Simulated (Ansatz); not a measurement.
System: Ti, space group P6/mmm (No. 191).

The given structure:
```xyz
3
Lattice="4.5153 0.0000 0.0000 -2.2576 3.9104 0.0000 0.0000 0.0000 2.7988" Properties=species:S:1:pos:R:3 pbc="T T T"
Ti    0.0000    0.0000    0.0000
Ti    0.0000    2.6069    1.3994
Ti    2.2576    1.3035    1.3994
```

Computed with Ansatz 0.2.0: homogeneous strain of a crystal along one Voigt pattern with engineering shear, fractional coordinates fixed, by plane-wave density functional theory with PAW datasets, free energies less that of the undisturbed cell; scalar-relativistic. Level: PBEsol, no spin polarisation.

wave cutoff 420 eV; k mesh 12×12×18; occupations Gaussian; smearing width 0.15 eV; k shift (0, 0, 0) (mesh steps); start relaxed; strain pattern (1, -1, 0, 0, 0, 0) (xx yy zz yz xz xy with engineering shear).

Describe the result: the energy change and tensile stress summed over the strain pattern against strain. The strain takes the values −0.0200, −0.0150, −0.0100, −0.0050, 0.0000, 0.0050, 0.0100, 0.0150, 0.0175, 0.0200.

The energy rises on both sides of the starting structure, which is therefore a minimum along this path. The energy change is 4.85 meV/atom at strain −0.0200 and 4.84 meV/atom at 0.0200; the lowest computed point is at strain 0.0000 (0.00 meV/atom). The tensile stress summed over the strain pattern rises from −4.676 GPa at strain −0.0200 to 4.643 GPa at 0.0200, and changes sign near 0.0000. The slope of tensile stress is 238 GPa.

```tsv
strain	energy change (meV/atom)	tensile stress summed over the strain pattern (GPa)
-0.0200	4.85	-4.676
-0.0150	2.74	-3.531
-0.0100	1.22	-2.369
-0.0050	0.31	-1.190
0.0000	0.00	0.000
0.0050	0.31	1.191
0.0100	1.22	2.367
0.0150	2.74	3.519
0.0175	3.71	4.085
0.0200	4.84	4.643
```

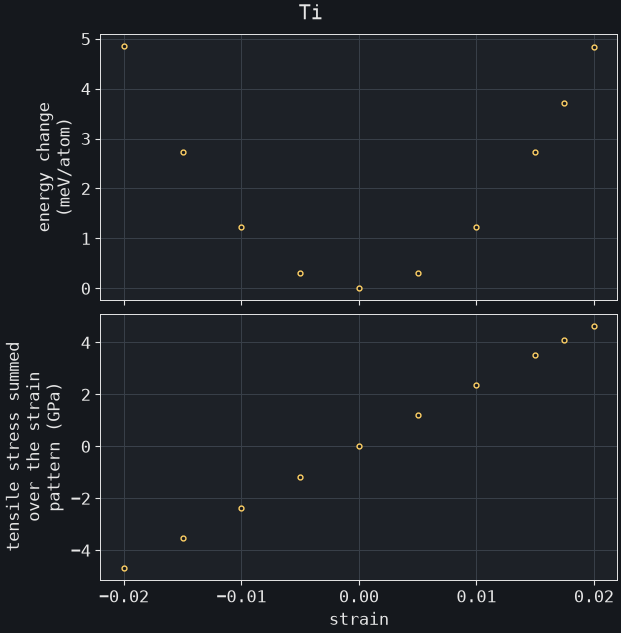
